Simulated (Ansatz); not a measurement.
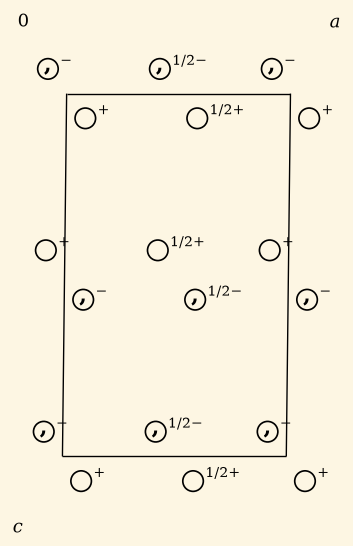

General positions of a space group, projected down b, computed from the operations of a computed or model structure of composition Se, which need not be its known form.

A circle is a general position, a comma marks the mirror image, + and − with a fraction give the height (along the projection axis: ½+ is ½ plus the coordinate, − is its negative), and a split circle stands for two positions above each other.

Q: Give the Hermann–Mauguin symbol and number.

A: No. 15, C2/c; C-centred monoclinic, point group 2/m, 8 general positions a cell.

Q: Write the general positions (in any order).

A: For each centring vector (0, 0, 0), (1/2, 1/2, 0):
x, y, z
−x, −y, −z
−x, y, −z+1/2
x, −y, z+1/2
